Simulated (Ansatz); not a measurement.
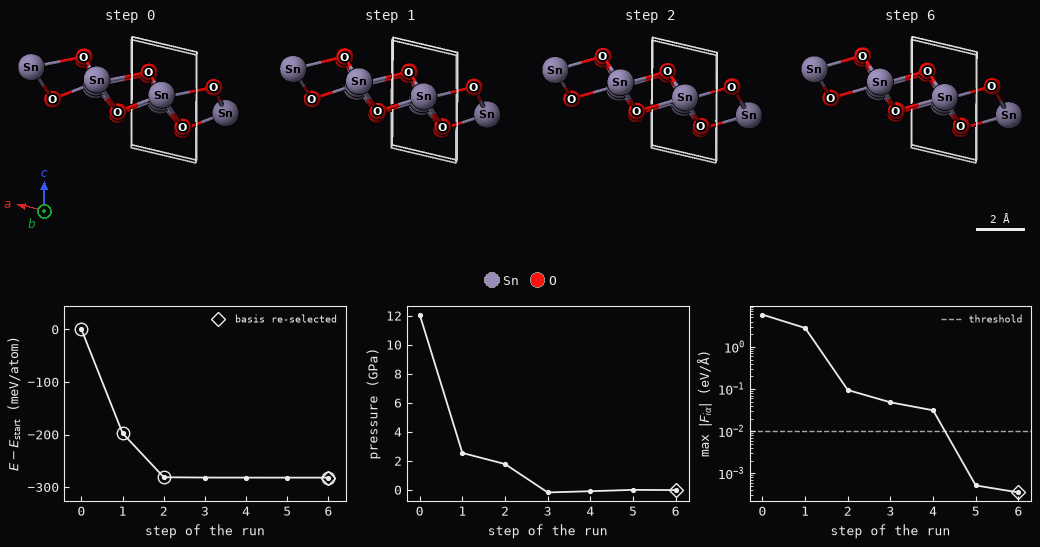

Frames of a relaxation of crystalline SnO2 (set up in P1), marked on the history of the run. Style: ball-and-stick. Shown: the cell of the calculation, reduced to other axes, repeated 2 × 1 × 1 with one cell outlined, from a free direction. Lengths and directions refer to the drawn axes.

Computed with DFT r2SCAN, scalar-relativistic, plane waves, PAW (Ansatz 0.2.0).

Input file:
```yaml
crystal:
  lattice:
    - [1.604820443, 0.9265435148, 4.3549526392]
    - [-1.604820443, 0.9265435148, 4.3549526392]
    - [0.0, -1.8530870296, 4.3549526392]
  atoms:
    - { symbol: Sn, position: [0.5685952184, 0.4500381765, 0.4939126828] }
    - { symbol: O, position: [0.2069488529, 0.2662273739, 0.2442901207] }
    - { symbol: O, position: [0.7244559287, 0.7837344497, 0.7617971965] }
basis:
  ecutwfc: 500
kpoints:
  mp_grid: { grid: [12, 12, 12] }
hamiltonian:
  xc: r2scan
scf:
  occupations: { method: gaussian, width: 0.05 }
output:
  forces: true
  stress: true
  eigenvalues: true
relax:
  adjacent_minimum: "off"
  f_tol: 0.01
  max_steps: 80
  cell: { stress_tol: 0.1 }
```

Command:
```bash
ansatz run input.yaml --threads 2 --pin off --max-ram 5120MiB --backend cpu --events-out ev --progress --plain --runs-dir out
```

### Describe the path.

The largest move relative to the cell is that of Sn1, 0.20 Å roughly along [−3 0 −1]. By element the largest moves are Sn 0.20 Å, O 0.10 Å. The drawn cell changes as follows: a = b unchanged at 3.210 Å, c 4.733 → 4.735 Å (0.0 %); the volume changes by +0.1 %. Among the contacts that change: Sn1–O3 2.372 → 2.094 Å, Sn1–O2 1.822 → 2.094 Å, Sn1–O2 (another image) 2.269 → 2.094 Å, Sn1–O3 (another image) 1.948 → 2.094 Å. Among the angles between lasting bonds that change: O2–Sn1–O3 163.7° → 180.0°, O2–Sn1–O3 166.2° → 180.0°, O2–Sn1–O3 90.9° → 79.9°. The space group (tolerance 0.01 Å) goes from P1 (No. 1) to R-3m (No. 166). After 5 accepted moves (6 points after the start) the energy has fallen by 282 meV per atom. Largest force component: 5.8 eV/Å at the start, 0.00035 eV/Å at the end. Pressure: 12.08 GPa at the start and −0.01 GPa at the end. At 1 point the geometry stayed and the basis and grid were re-selected for the new cell (energy shift of less than 0.05 meV per atom at most each time). The run took 2.8 min on 2 threads of Intel(R) Xeon(R) 6975P-C (Granite Rapids), with other jobs on the host, peak memory 1.2 GiB. From step 0 to 1: Sn1 moves most (0.09 Å), volume +0.3 %, energy −198 meV per atom. From step 1 to 2: Sn1 moves most (0.12 Å), volume −1.2 %, energy −83.6 meV per atom. From step 2 to 6: volume +1.0 %, energy −0.7 meV per atom.
